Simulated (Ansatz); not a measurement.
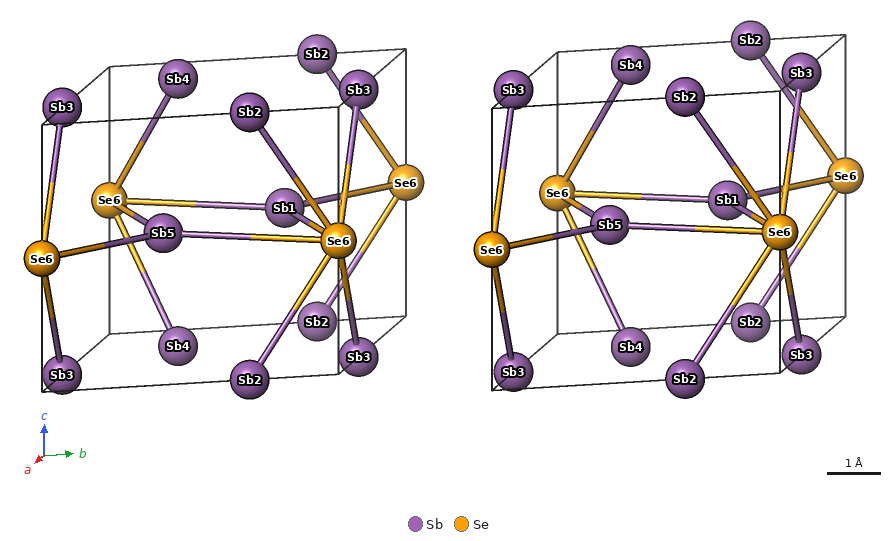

Two geometries of a crystal of Sb₅Se (a generated structure, set up in P-62m), drawn at one scale. One is the start of a relaxation, the other its converged end. Style: ball-and-stick. Shown: the cell of the calculation, slightly off an axis.

Level of theory: DFT PBE, scalar-relativistic, plane waves, PAW in Ansatz. Settings: plane-wave cutoff 420 eV; k-point mesh 6 × 6 × 8; occupations gaussian; smearing width 0.1 eV; no spin polarisation; cell and atoms relaxed; force threshold 0.01 eV/Å; at most 80 steps.

Which geometry has the lower energy?

Answer. The left one is the relaxed one. After 9 accepted moves (13 points after the start) the energy has fallen by 11.0 meV per atom. The largest force component goes from 0.033 to 0.0016 eV/Å. The pressure goes from −0.30 to −0.02 GPa. The line search rejected the trial steps at points 6, 7, 9 of the run. At 1 point the geometry stayed and the basis and grid were re-selected for the new cell (energy shift of less than 0.05 meV per atom at most each time). The largest moves relative to the cell, 0.18 Å, are those of Sb2, Sb3 and Sb4. Sb3 goes along +a. Se stays in place. Cell: a = b 5.777 → 5.947 Å (+2.9 %), c 5.498 → 5.212 Å (−5.2 %). Volume +0.5 %. Among the contacts that change: Sb2–Se6 3.343 → 3.157 Å, Sb1–Se6 3.335 → 3.434 Å. The space group stays P-62m (No. 189). The run took 4.8 min on 1 thread of Intel(R) Xeon(R) Platinum 8488C (Sapphire Rapids), on a shared host, peak memory 0.62 GiB.
